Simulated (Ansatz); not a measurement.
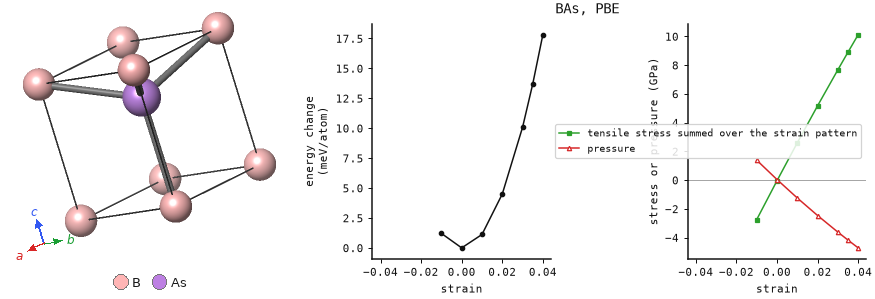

Plotted: energy change, tensile stress summed over the strain pattern and pressure against strain for BAs, space group F-43m (No. 216). The cell is drawn beside the plot.

The given structure:
```xyz
2
Lattice="0.0000 2.4044 2.4044 2.4044 0.0000 2.4044 2.4044 2.4044 0.0000" Properties=species:S:1:pos:R:3 pbc="T T T"
B     0.0000    0.0000    0.0000
As    3.6066    3.6066    3.6066
```

Calculation (Ansatz 0.2.0): homogeneous strain of a crystal along one Voigt pattern with engineering shear, fractional coordinates fixed, by plane-wave density functional theory with PAW datasets, free energies less that of the undisturbed cell, pressure positive in compression; scalar-relativistic. Level: PBE, no spin polarisation.

wave cutoff 420 eV; k mesh 10×10×10; occupations Gaussian; smearing width 0.05 eV; k shift (0, 0, 0) (mesh steps); start relaxed; strain pattern (0, 1, 0, 0, 0, 0) (xx yy zz yz xz xy with engineering shear).

The points at strain −0.040, −0.030 and −0.020 are left out of the plot. What values does the calculation give there?

```csv
strain,energy change (meV/atom),tensile stress summed over the strain pattern (GPa),pressure (GPa)
-0.040,19.27,-11.2,5.9
-0.030,10.79,-8.3,4.3
-0.020,4.78,-5.5,2.8
```
